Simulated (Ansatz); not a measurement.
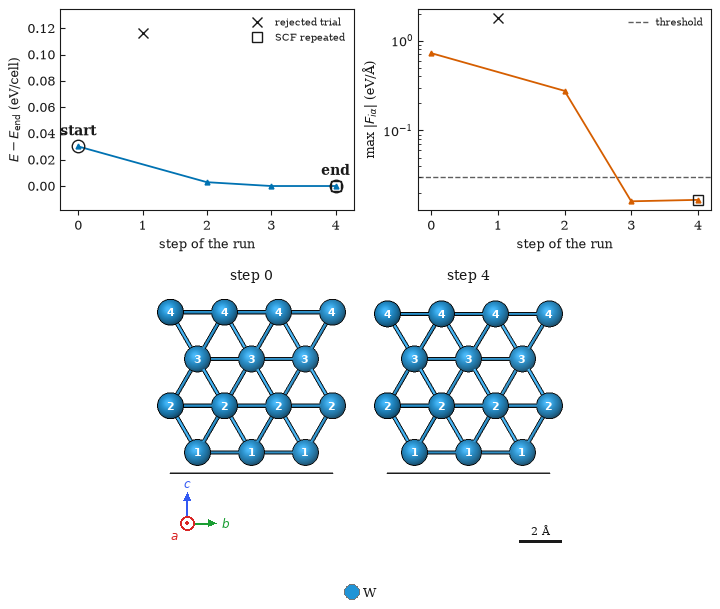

First and last geometry of a constrained relaxation of a slab of composition W (cut from the Im-3m phase), with the history of the run. Style: ball-and-stick. Shown: the 3 × 3 repeat of the cell, outlined in the plane, without the vacuum, along the a axis.

Case: clean slab, lower half held. The slab is the (1 1 0) face of W. 2 atoms are held fixed.

The calculation used Ansatz 0.2.0, DFT PBEsol, scalar-relativistic, plane waves, PAW.

Input
```yaml
crystal:
  lattice:
    - [2.7317561375, 0.0, 0.0]
    - [-0.9105853792, 2.5755243858, 0.0]
    - [0.0, 0.0, 23.6914086385]
  atoms:
    - { symbol: W, position: [0.5, 0.5, 0.3587798484] }
    - { symbol: W, position: [0.0, 0.0, 0.4529266161] }
    - { symbol: W, position: [0.5, 0.5, 0.5470733839] }
    - { symbol: W, position: [0.0, 0.0, 0.6412201516] }
basis:
  ecutwfc: 420
kpoints:
  mp_grid: { grid: [11, 11, 1] }
hamiltonian:
  xc: pbesol
scf:
  occupations: { method: gaussian, width: 0.1 }
output:
  forces: true
  eigenvalues: true
  write_density: true
  write_potential: true
  elf: true
  volumetric_format: npy
relax:
  adjacent_minimum: "off"
  f_tol: 0.03
  max_steps: 70
  constraints: [{ sites: [0, 1] }]
efield:
  axis: 3
  dipole_correction: true
  ramp_width: 0.04
```

Command:
```bash
ansatz run input.yaml --threads 1 --pin off --max-ram 2560MiB --backend cpu --events-out ev --progress --plain --runs-dir out
```

Q: What do the curves and the structures tell?

A: It converged. W4 moves most: 0.080 Å along the normal (−c). The cell stays as it was. Near-neighbour distances that change, for instance: W3–W4 2.732 → 2.666 Å, W3–W4 (another image) 3.154 → 3.097 Å. Bond angles that change, for instance: W3–W4–W3 70.5° → 72.6°. The energy falls by 30.1 meV per cell of the calculation in 2 accepted moves (4 points after the start). The largest force component goes from 0.72 to 0.017 eV/Å. The line search rejected the trial step at point 1 of the run. 1 step only repeated the SCF at the same geometry.
